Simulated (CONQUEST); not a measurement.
# Os: 7 runs along one coordinate

System: Os (P6₃/mmc, 4 atoms in the cell).
Method: Kohn-Sham DFT of a periodic cell, PBE, PseudoDojo NC PBE, no spin polarisation (CONQUEST 1.3).

The 7 runs differ only in the geometry, by an even scaling of the cell at fixed fractional positions. The structure derives from an entry of the Crystallography Open Database.

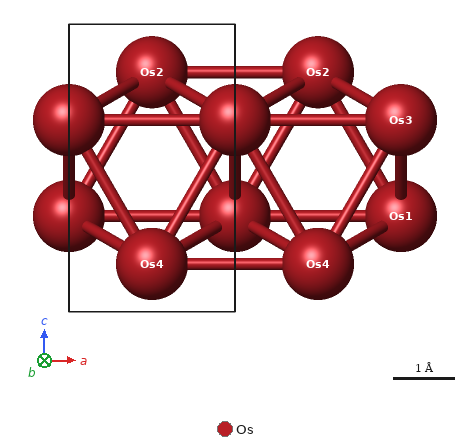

Figure 1. The structure of run 4 (ball-and-stick view of the cell of the calculation, repeated 2 × 1 × 1, along the b axis; atoms are numbered from 1 in the order of the input).

## Input of run 4
```
IO.Title Os
IO.Coordinates coords.dat
IO.FractionalAtomicCoords T
IO.Iprint 2
IO.Iprint_init 1
General.NumberOfSpecies 1
General.PseudopotentialType hamann
AtomMove.TypeOfRun static
AtomMove.FullStress T
Grid.PointsAlongX 32
Grid.PointsAlongY 48
Grid.PointsAlongZ 48
DM.SolutionMethod diagon
Diag.MPMesh T
Diag.GammaCentred T
Diag.MPMeshX 6
Diag.MPMeshY 4
Diag.MPMeshZ 4
Diag.kT 0.00183747
minE.SCTolerance 1e-6
SC.MaxIters 100
IO.AtomChargeOutput T
%block ChemicalSpeciesLabel
1 190.200 Os
%endblock
```

Command:
```bash
Conquest
```

Lattice vectors (Å) and fractional positions of run 4:
```
   2.734100    0.000000    0.000000
   0.000000    4.319700    0.000000
   0.000000    0.000000    4.735600
Os  0.000000  0.750000  0.333333
Os  0.500000  0.750000  0.833333
Os  0.000000  0.250000  0.666667
Os  0.500000  0.250000  0.166667
```

Run 6 has the same physical settings and fractional positions; its lattice vectors (Å) are:
```
   2.770079    0.000000    0.000000
   0.000000    4.376545    0.000000
   0.000000    0.000000    4.797918
```

## Results, with one run withheld

| run | volume per atom (Å³) | free energy per atom, from the lowest run given (meV) | pressure (GPa) |
| --- | --- | --- | --- |
| 1 | 13.143 | 180.75 | 49.15 |
| 2 | 13.423 | 106.25 | 36.40 |
| 3 | 13.703 | 52.82 | 25.14 |
| 4 | 13.982 | 17.99 | 14.78 |
| 5 | 14.262 | 0.00 | 5.93 |
| 6 | 14.542 | ? | ? |
| 7 | 14.821 | 6.98 | −9.21 |

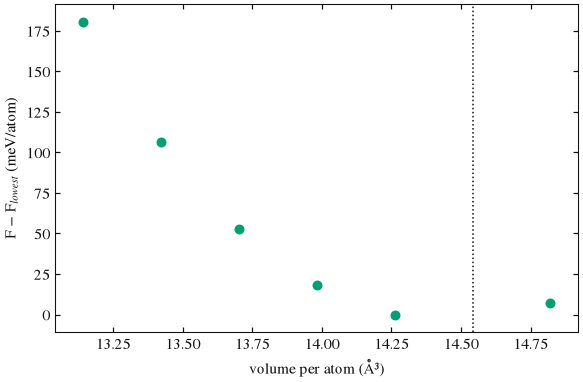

Figure 2. Free energy per atom of the runs given; the dotted line marks run 6.

Fit the runs given and predict run 6.

A cubic polynomial in V^(−2/3) (the Birch–Murnaghan form), fitted to the 6 runs given, misses them by at most 0.08 meV per atom. With x = V^(−2/3) − 0.17322 Å⁻², it reads F = 29.793 + 14136 x + 1.5066e+06 x² + 3.3616e+06 x³ (meV per atom). At run 6 it gives −3.19 meV per atom, and the run itself gives −3.09. The slope of the fit gives a pressure −dF/dV of −2.17 GPa there, and the run prints −2.29 GPa. The two needn't agree exactly: the fit is approximate, and the printed stress is taken on a finite basis. The fit has its minimum at 14.464 Å³ per atom, where V d²F/dV² gives 408 GPa. Cell shape and fractional positions are held, so this is the stiffness under even scaling; the relaxed bulk modulus wasn't computed.

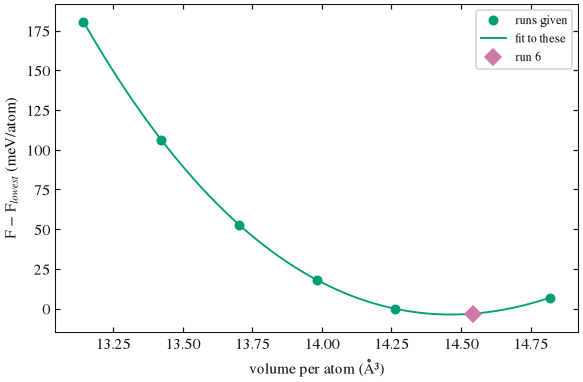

Figure 3. The fit and the withheld run.

## Some lines of the output (run 6)
```
[...]
          DFT Total Energy                 :      -404.692020290924802 Ha
          Free Energy (E-TS)               :      -404.711363409017167 Ha
          DFT Total Energy                 :      -404.710092231407430 Ha
          Free Energy (E-TS)               :      -404.711080875854918 Ha
          DFT Total Energy                 :      -404.710325572184047 Ha
          Free Energy (E-TS)               :      -404.711092763515808 Ha
          DFT Total Energy                 :      -404.710332422245187 Ha
          Free Energy (E-TS)               :      -404.711092216294276 Ha
          DFT Total Energy                 :      -404.710330414677912 Ha
          Free Energy (E-TS)               :      -404.711092734006343 Ha
          DFT Total Energy                 :      -404.710331612088567 Ha
      | Free Energy as E-TS      =      -404.711092734006343 Ha
      |* DFT total energy        =      -404.710331612088567 Ha
    force: Average pressure:     -2.28588049 GPa
```

Notes: Spin–orbit coupling is left out, which matters for Os. With a small basis of atomic orbitals these values can differ much from converged plane-wave results.
